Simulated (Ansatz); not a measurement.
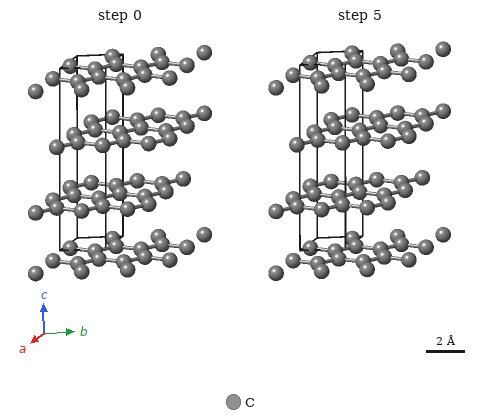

The structure of a crystal of C (set up in C2/m) before (left) and after (right) a relaxation, at one scale.

Style: ball-and-stick. Shown: the conventional cell (3 times the calculation's cell), repeated 3 × 3 × 1 with one cell outlined, from a free direction. Lengths and directions refer to the drawn axes.

Case: volume × 1.03, shape and atoms relaxed.

These are results of DFT PBE+D3(BJ), scalar-relativistic, plane waves, PAW in Ansatz 0.2.0, not measurements. Set-up: plane-wave cutoff 420 eV; k-point mesh 14 × 14 × 8; occupations gaussian; smearing width 0.02 eV; no spin polarisation; cell relaxed at fixed volume; force threshold 0.01 eV/Å; at most 30 steps.

Summarise the run.

Answer. The atoms keep their places relative to the cell (all moves are under 0.005 Å). The drawn cell changes at constant volume: a = b 2.489 → 2.467 Å (−0.9 %), c 10.222 → 10.411 Å (+1.9 %). Among the contacts that change: C–C 1.437 → 1.424 Å. The space group stays R-3m (No. 166). Over 3 accepted moves (5 points after the start) the energy falls by 12.5 meV per cell of the calculation. Largest force component: 0.00035 eV/Å at the start, under 0.0001 eV/Å at the end. Pressure: −8.16 GPa at the start and −0.78 GPa at the end. At 2 points the geometry stayed and the basis and grid were re-selected for the new cell (energy shift of 0.4 meV per cell of the calculation at most each time).
